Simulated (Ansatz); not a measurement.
## Run report: Hf$_{2}$O, geometry relaxation (part 2 of 2)

Hf$_{2}$O (P6₃/mmc, 6 atoms in the cell); DFT r2SCAN, scalar-relativistic, plane waves, PAW, no spin polarisation (Ansatz 0.2.0); cutoff 500 eV, 6×6×2 k-mesh, Gaussian smearing of 0.1 eV. The structure was made by swapping elements on the sites of another compound; it need not be a known phase. It belongs to a series of runs on one base structure; here: S -> O on all its sites, cell and atoms relaxed.

Geometry of the input (Å; fractional positions):
```
3.1809  0.0000  0.0000
-1.5904  2.7547  0.0000
0.0000  0.0000  11.0445
Hf 0.6667  0.3333  0.8997
Hf 0.3333  0.6667  0.3997
Hf 0.6667  0.3333  0.6003
Hf 0.3333  0.6667  0.1003
O  0.0000  0.0000  0.7500
O  0.0000  0.0000  0.2500
```

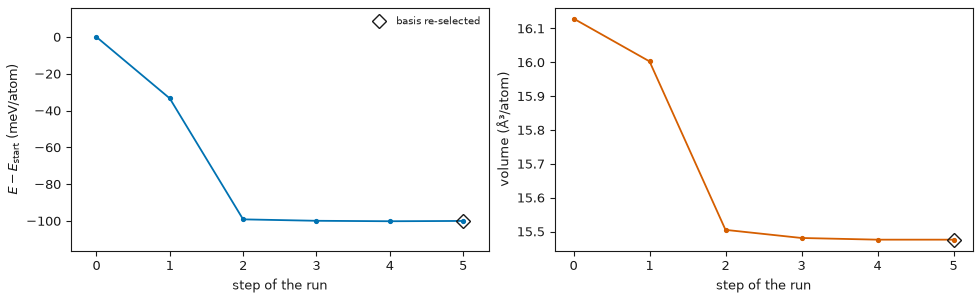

Progress of the relaxation, step by step (the first geometry is step 0 here and step 1 in the log).

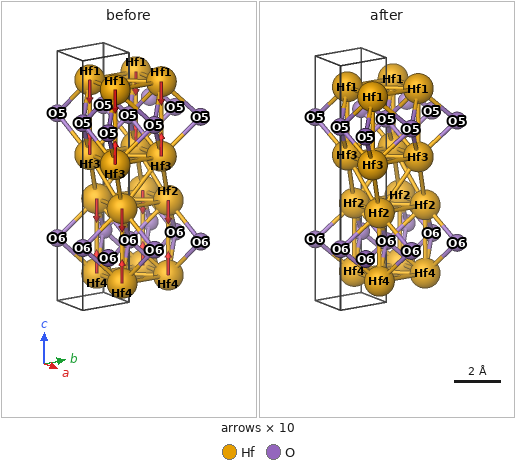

Before (left) and after (right) the relaxation, at one scale (ball-and-stick view of the cell of the calculation, repeated 2 × 2 × 1, seen slightly off an axis). The red arrows give the displacements (without the part carried along by the change of the cell), magnified 10 times. The largest moves relative to the cell, 0.11 Å, are those of Hf1, Hf2, Hf3 and Hf4. O stays in place. The drawn cell changes as follows: a = b 3.181 → 3.148 Å (−1.0 %), c 11.045 → 10.822 Å (−2.0 %); the volume changes by −4.1 %. Distances before and after: Hf1–Hf3 3.307 → 3.025 Å, Hf1–Hf4 2.877 → 2.999 Å, Hf1–O5 2.471 → 2.364 Å, Hf1–Hf1 3.181 → 3.148 Å. Among the angles that change: Hf2–O6–Hf4 84.0° → 79.5°, Hf2–O6–Hf2 80.1° → 83.5°. The space group stays P6_3/mmc (No. 194). The energy falls by 100 meV per atom in 4 geometry steps. Largest force component: 2.7 eV/Å at the start, 0.021 eV/Å at the end. The pressure goes from −4.09 to 0.00 GPa. A last SCF at the same geometry on a re-selected plane-wave basis shifts the energy by +0.2 meV per atom. (Atoms are counted from 1 in the order of the input.)

```
basis re-selected at this cell: Δ(F+E_penalty+E_count) = +9.745e-4 eV, ΔP = +0.011 GPa vs the last step (what re-selecting the basis moved, of the pressure what is left beyond the Pulay correction that the steps carried, after the strain that the cell walked since its last selection, with what the two solves' SCF thresholds leave and, on support functions, any second-order correction that the steps lacked; it is no measure of the basis error at this ecutwfc). The dense FFT grid was sized anew with the basis: this SCF ran on 24×24×80 points, the steps before it on 24×24×81, so part of this shift can come from that change (see relax.cell in the input reference). This SCF's stress stands 5.76e-2 GPa from its target on what of the cell is left free (relax.cell.stress_tol is 5.00e-1 GPa) and its largest allowed force component is 2.13e-2 eV/Å (relax.f_tol is 5.00e-2 eV/Å): within both
SCF converged after 4 iterations
Free energy (F): -64074.518781 eV
Harris-Foulkes:  -64074.518781 eV  (|F-HF|=8.37e-10)
Internal energy: -64074.506259 eV  (E = F + TS)
E sigma→0 (E₀):  -64074.512520 eV
Entropy (-TS):   -0.012522 eV (-2.087 meV/atom)
Fermi energy:    21.265027 eV
--- Per-component energies (eV) ---
  E_band       = 291.515689
  E_kinetic    = 2054.575312
  E_local      = -20012.062600  (includes V_loc(G=0)·N_el)
  E_nonlocal   = -4899.737490
  E_hartree    = 9427.555674
  E_xc         = -1283.444444
  E_vxc        = -1388.177367  (∫ρ·V_xc dr)
  E_paw        = -28128.089477  (= ΣΔE_a)
  E_vpaw       = 5610.859695  (= ΣTr[D̂ρ^β])
  E_aug_tail   = 0.001959  (compensation charges beyond the density's cutoff)
  E_vtau       = 70.942972  (kinetic-family band-sum trace: ∫τ·v_τ [+ j·A + Jᵃ·Aᵃ] dr)
  E_ewald      = -21234.527399
  E_core_change = 1.222206  (= ΣΔE_core)
  E_smearing   = -0.012522  (= −TS)
  E_closure    = -0.000000  (closes the sum)
  Σ components = -64074.518781   (vs F -64074.518781, Δ=0.00e0)
--- Forces (eV/Å), atoms counted from 1 ---
  atom   1  Hf     0.00000000     0.00000000    -0.02125302
  atom   2  Hf    -0.00000000    -0.00000000    -0.02125302
  atom   3  Hf     0.00000000     0.00000000     0.02125302
  atom   4  Hf     0.00000000    -0.00000000     0.02125302
  atom   5  O      0.00000000    -0.00000000    -0.00000000
  atom   6  O     -0.00000000     0.00000000     0.00000000
  max |Σ_I F_I| component: 6.94e-17 eV/Å
--- Stress (GPa, compression-positive) ---
       -0.023130       0.000000       0.000000
        0.000000      -0.023130      -0.000000
        0.000000      -0.000000       0.057553
  P = ⅓ Tr σ = 0.0038 GPa (0.038 kbar)
--- Band table (eV; the first three rows and the last of 14) ---
  k-point 0: bands = ["-42.8303", "-42.8090", "-42.7667", "-42.7451", "-11.5225", "-11.0830", "-10.9401", "-10.5457", "-10.5457", "-10.5093", "-10.5093", "-10.4528", "-10.4462", "-10.4462", "-10.4090", "-10.4090", "-0.6964", "-0.6194", "8.7568", "8.7690", "8.7709", "8.7709", "8.7792", "8.7828", "8.7856", "8.7856", "8.8056", "8.8067", "8.8067", "8.8074", "8.8074", "8.8143", "8.8183", "8.8221", "8.8308", "8.8308", "8.8339", "8.8339", "8.8518", "8.8518", "8.8684", "8.8684", "8.8922", "8.8924", "8.8953", "8.8956", "12.6000", "13.3098", "15.2432", "15.2432", "15.3240", "15.3240", "15.5552", "17.6213", "18.1154", "20.0550", "20.8164", "22.2779", "22.2779", "22.4452", "22.4452", "22.5678", "22.5678", "22.6418", "23.6661", "23.7884", "23.7884", "24.2793", "24.2793", "25.2624"]
  k-point 1: bands = ["-42.8214", "-42.8214", "-42.7542", "-42.7542", "-11.3805", "-11.3805", "-10.6188", "-10.6188", "-10.5307", "-10.5307", "-10.5307", "-10.5307", "-10.4243", "-10.4243", "-10.4243", "-10.4243", "-0.6578", "-0.6578", "8.7592", "8.7592", "8.7795", "8.7795", "8.7795", "8.7795", "8.7911", "8.7911", "8.7975", "8.7975", "8.8009", "8.8009", "8.8009", "8.8009", "8.8264", "8.8264", "8.8406", "8.8406", "8.8406", "8.8406", "8.8567", "8.8567", "8.8567", "8.8567", "8.8923", "8.8923", "8.8954", "8.8954", "12.8897", "12.8897", "15.2833", "15.2833", "15.2833", "15.2833", "16.4498", "16.4498", "19.0119", "19.0119", "21.9831", "21.9831", "22.2231", "22.2231", "22.2231", "22.2231", "23.2691", "23.2691", "23.2691", "23.2691", "24.4525", "24.4525", "24.8301", "24.8301"]
  k-point 2: bands = ["-42.8145", "-42.7934", "-42.7584", "-42.7370", "-11.4459", "-11.0428", "-10.9957", "-10.7205", "-10.6811", "-10.6286", "-10.5978", "-10.5685", "-10.5594", "-10.4776", "-10.4383", "-10.4258", "-0.5973", "-0.5599", "8.7672", "8.7735", "8.7750", "8.7796", "8.7883", "8.7928", "8.7975", "8.7989", "8.7992", "8.8063", "8.8102", "8.8132", "8.8149", "8.8195", "8.8233", "8.8247", "8.8286", "8.8342", "8.8352", "8.8363", "8.8428", "8.8494", "8.8573", "8.8638", "8.8752", "8.8767", "8.8776", "8.8811", "13.1676", "13.6431", "14.2191", "14.6387", "15.1619", "15.2457", "16.8313", "17.8526", "18.3848", "19.6869", "21.1360", "21.1712", "21.4242", "22.7116", "22.7799", "22.9733", "23.0879", "23.2081", "23.2736", "23.9585", "24.3736", "24.8226", "24.8432", "24.8689"]
  k-point 13: bands = ["-42.7439", "-42.7439", "-42.7236", "-42.7236", "-11.1657", "-11.1657", "-11.1145", "-11.1145", "-11.0761", "-11.0761", "-10.8750", "-10.8750", "-10.7712", "-10.7712", "-10.5634", "-10.5634", "-0.3498", "-0.3498", "8.7789", "8.7789", "8.7970", "8.7970", "8.8030", "8.8030", "8.8068", "8.8068", "8.8106", "8.8106", "8.8146", "8.8146", "8.8215", "8.8215", "8.8263", "8.8263", "8.8301", "8.8301", "8.8390", "8.8390", "8.8550", "8.8550", "8.8575", "8.8575", "8.8672", "8.8672", "8.8687", "8.8687", "13.5079", "13.5079", "14.0583", "14.0583", "14.2664", "14.2664", "19.1493", "19.1493", "19.9097", "19.9097", "19.9706", "19.9706", "22.7227", "22.7227", "23.5311", "23.5311", "23.9818", "23.9818", "24.7069", "24.7069", "25.1003", "25.1003", "26.8958", "26.8958"]
--- Relaxed structure (5 steps of the walk, 5 accepted, 1 SCFs on fresh bases) ---
  F+E_penalty+E_count = -64074.51878099 eV   max|allowed force component| = 2.125e-2 eV/Å   (the final SCF, on the basis selected at the relaxed cell)
  cell:  # Å, volume = 92.8563 Å³
    - [3.1476945275662946, 2.8566569936337988e-11, 0.0]
    - [-1.5738472638078866, 2.7259834242113854, 0.0]
    - [0.0, 0.0, 10.821697187649974]
  atoms:
    - { symbol: Hf, position: [0.6666666666666667, 0.33333333333333326, 0.8897517324549149] }
    - { symbol: Hf, position: [0.3333333333333333, 0.6666666666666666, 0.38975173245491485] }
    - { symbol: Hf, position: [0.6666666666666667, 0.33333333333333326, 0.6102482675450851] }
    - { symbol: Hf, position: [0.3333333333333333, 0.6666666666666666, 0.11024826754508514] }
    - { symbol: O, position: [-7.826907425528863e-33, -1.0110361846487212e-32, 0.7500000000000001] }
    - { symbol: O, position: [5.886063485965519e-33, 1.0211348941402213e-32, 0.25000000000000006] }
```

Trajectory as extended XYZ (Å, eV, eV/Å), 6 frames, from step=1 to step=6
```
6
Lattice="3.1809 0.0000 0.0000 -1.5904 2.7547 0.0000 0.0000 0.0000 11.0445" Properties=species:S:1:pos:R:3:forces:R:3 step=1 energy=-64073.91892 pressure_GPa=-4.09
Hf    1.5904    0.9182    9.9371    0.0000   0.0000  -2.6770
Hf    0.0000    1.8365    4.4148    0.0000   0.0000  -2.6770
Hf    1.5904    0.9182    6.6297    0.0000   0.0000   2.6770
Hf    0.0000    1.8365    1.1074    0.0000   0.0000   2.6770
O     0.0000    0.0000    8.2834    0.0000   0.0000   0.0000
O     0.0000    0.0000    2.7611    0.0000   0.0000   0.0000
6
Lattice="3.1757 0.0000 0.0000 -1.5879 2.7503 0.0000 0.0000 0.0000 10.9933" Properties=species:S:1:pos:R:3:forces:R:3 step=2 energy=-64074.11920 pressure_GPa=-4.68
Hf    1.5879    0.9168    9.6958    0.0000   0.0000   1.8684
Hf    0.0000    1.8335    4.1992    0.0000   0.0000   1.8684
Hf    1.5879    0.9168    6.7942    0.0000   0.0000  -1.8684
Hf    0.0000    1.8335    1.2975    0.0000   0.0000  -1.8684
O     0.0000    0.0000    8.2450    0.0000   0.0000   0.0000
O     0.0000    0.0000    2.7483    0.0000   0.0000   0.0000
6
Lattice="3.1407 0.0000 0.0000 -1.5704 2.7199 0.0000 0.0000 0.0000 10.8903" Properties=species:S:1:pos:R:3:forces:R:3 step=3 energy=-64074.51362 pressure_GPa=-0.44
Hf    1.5704    0.9066    9.6824    0.0000   0.0000   0.1908
Hf    0.0000    1.8133    4.2372    0.0000   0.0000   0.1908
Hf    1.5704    0.9066    6.6530    0.0000   0.0000  -0.1908
Hf    0.0000    1.8133    1.2079    0.0000   0.0000  -0.1908
O     0.0000    0.0000    8.1677    0.0000   0.0000   0.0000
O     0.0000    0.0000    2.7226    0.0000   0.0000   0.0000
6
Lattice="3.1508 0.0000 0.0000 -1.5754 2.7287 0.0000 0.0000 0.0000 10.8035" Properties=species:S:1:pos:R:3:forces:R:3 step=4 energy=-64074.51828 pressure_GPa=-0.01
Hf    1.5754    0.9096    9.6164    0.0000   0.0000  -0.1080
Hf    0.0000    1.8191    4.2147    0.0000   0.0000  -0.1080
Hf    1.5754    0.9096    6.5889    0.0000   0.0000   0.1080
Hf    0.0000    1.8191    1.1871    0.0000   0.0000   0.1080
O     0.0000    0.0000    8.1026    0.0000   0.0000   0.0000
O     0.0000    0.0000    2.7009    0.0000   0.0000   0.0000
6
Lattice="3.1477 0.0000 0.0000 -1.5738 2.7260 0.0000 0.0000 0.0000 10.8217" Properties=species:S:1:pos:R:3:forces:R:3 step=5 energy=-64074.51976 pressure_GPa=-0.01
Hf    1.5738    0.9087    9.6286    0.0000   0.0000  -0.0215
Hf    0.0000    1.8173    4.2178    0.0000   0.0000  -0.0215
Hf    1.5738    0.9087    6.6039    0.0000   0.0000   0.0215
Hf    0.0000    1.8173    1.1931    0.0000   0.0000   0.0215
O     0.0000    0.0000    8.1163    0.0000   0.0000   0.0000
O     0.0000    0.0000    2.7054    0.0000   0.0000   0.0000
6
Lattice="3.1477 0.0000 0.0000 -1.5738 2.7260 0.0000 0.0000 0.0000 10.8217" Properties=species:S:1:pos:R:3:forces:R:3 step=6 energy=-64074.51878 pressure_GPa=0.00
Hf    1.5738    0.9087    9.6286    0.0000   0.0000  -0.0213
Hf    0.0000    1.8173    4.2178    0.0000   0.0000  -0.0213
Hf    1.5738    0.9087    6.6039    0.0000   0.0000   0.0213
Hf    0.0000    1.8173    1.1931    0.0000   0.0000   0.0213
O     0.0000    0.0000    8.1163    0.0000   0.0000   0.0000
O     0.0000    0.0000    2.7054    0.0000   0.0000   0.0000
```

Summary

| quantity | value |
| --- | --- |
| outcome | converged |
| space group (tolerance 0.01 Å) | P6₃/mmc (194) |
| electrons treated | 116 |
| free energy | −64074.5188 eV |
| Fermi energy | 21.265 eV |
| gap on the k-point mesh | none (metallic) |
| pressure | 0.00 GPa |
| final volume | 92.86 Å³ |
| largest force (length of the vector) at the end | 0.021 eV/Å |
| final cell | a = 3.148 Å, b = 3.148 Å, c = 10.822 Å, α = 90.00°, β = 90.00°, γ = 120.00° |
| hardware | 1 thread of Oxide Virtual Turin-like (Zen 5), 32 GiB of memory available, shared host |
| wall time | 62 s |
| peak memory | 0.66 GiB |

Notes

Spin–orbit coupling is left out, which matters for Hf.
